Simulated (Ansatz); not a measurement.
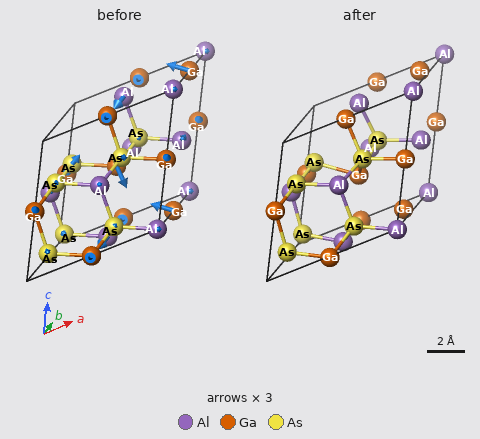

The structure of a crystal of Al4Ga4As7 (a generated structure, set up in P1) (coarse preliminary run) before (left) and after (right) a relaxation, at one scale. The blue arrows give the displacements (the part carried along by the change of the cell is left out), 3 times their true length.

The picture is a ball-and-stick view of the cell of the calculation, reduced to other axes (origin shifted), seen slightly off an axis. Lengths and directions refer to the drawn axes.

Case: 1 of 8 As atoms taken out at random.

Level of theory: DFT r2SCAN, scalar-relativistic, plane waves, PAW in Ansatz.

Input
```yaml
crystal:
  lattice:
    - [-4.0118111742, 2.3162202614, -6.5502503557]
    - [4.0118111742, 2.3162202614, -6.5502503557]
    - [0.0, -4.6324405227, -6.5502503557]
  atoms:
    - { symbol: Al, position: [0.501842333, 0.0003293667, 0.4987040994] }
    - { symbol: Al, position: [0.9987182946, 0.4994864623, 0.5010951774] }
    - { symbol: Al, position: [0.5025061749, 0.5017192601, 0.9975034712] }
    - { symbol: Al, position: [0.0011958527, 0.999590823, 0.0002758574] }
    - { symbol: Ga, position: [0.9958762852, 0.5012953532, 0.0022809981] }
    - { symbol: Ga, position: [0.4954012205, 0.0030985011, 0.001936996] }
    - { symbol: Ga, position: [0.9993342826, 0.9946751049, 0.4992999558] }
    - { symbol: Ga, position: [0.5003317633, 0.4943309014, 0.5017307187] }
    - { symbol: As, position: [0.3792385324, 0.8788463256, 0.3774943589] }
    - { symbol: As, position: [0.8771483426, 0.3766574546, 0.3745096236] }
    - { symbol: As, position: [0.3762684904, 0.3767326268, 0.8782482263] }
    - { symbol: As, position: [0.8687158588, 0.3763922543, 0.8775683169] }
    - { symbol: As, position: [0.3770927242, 0.8751102362, 0.8727207736] }
    - { symbol: As, position: [0.8797822854, 0.8707474985, 0.3744547152] }
    - { symbol: As, position: [0.3767743306, 0.3805368277, 0.372898905] }
  symmetry: { detect: false }
basis:
  ecutwfc: 500
kpoints:
  mp_grid: { grid: [2, 2, 2], shift: [0.5, 0.5, 0.5] }
hamiltonian:
  xc: r2scan
scf:
  occupations: { method: gaussian, width: 0.1 }
  lower_state_search: "off"
output:
  forces: true
  stress: true
  eigenvalues: true
relax:
  adjacent_minimum: "off"
  f_tol: 0.04
  max_steps: 50
  cell: { stress_tol: 0.3 }
```

Run as
```bash
ansatz run input.yaml --threads 4 --pin off --max-ram 9216MiB --backend cpu --events-out ev --progress --plain --runs-dir out
```

### Describe what moved and what it gained.

Over 8 accepted moves (11 points after the start) the energy falls by 0.452 eV per cell of the calculation. The largest force component goes from 0.83 to 0.038 eV/Å. Pressure: −0.55 GPa at the start and 0.04 GPa at the end. The line search rejected the trial steps at points 6, 8 of the run. The SCF was repeated once at an unchanged geometry on a basis and grid sized afresh for the cell, which shifted the energy by 0.9 meV per cell of the calculation at most. The largest moves relative to the cell, 0.45 Å, are those of Ga5 and Ga7. Ga7 goes roughly along [1 0 −2]. Largest moves by element: Ga 0.45 Å, Al 0.37 Å, As 0.23 Å. Cell: a 8.023 → 7.928 Å (−1.2 %), b 8.023 → 8.003 Å (−0.2 %), c 8.023 → 7.927 Å (−1.2 %), α 60.0° → 60.5°, β 60.0° → 59.8°, γ 60.0° → 60.5°. Volume −2.0 %. Among the contacts that change: Ga5–As10 2.439 → 2.601 Å, Ga7–As14 2.413 → 2.559 Å, Ga7–As10 2.503 → 2.601 Å, Ga5–As12 2.468 → 2.560 Å. Among the angles between lasting bonds that change: Ga5–As10–Ga7 109.1° → 133.9°, Al4–As13–Ga6 108.1° → 89.8°, As10–Ga7–As14 110.9° → 95.7°. The space group (tolerance 0.01 Å) goes from P1 (No. 1) to Cm (No. 8).

Limits of the set-up: the k-point mesh is coarse for a cell with partly filled bands.
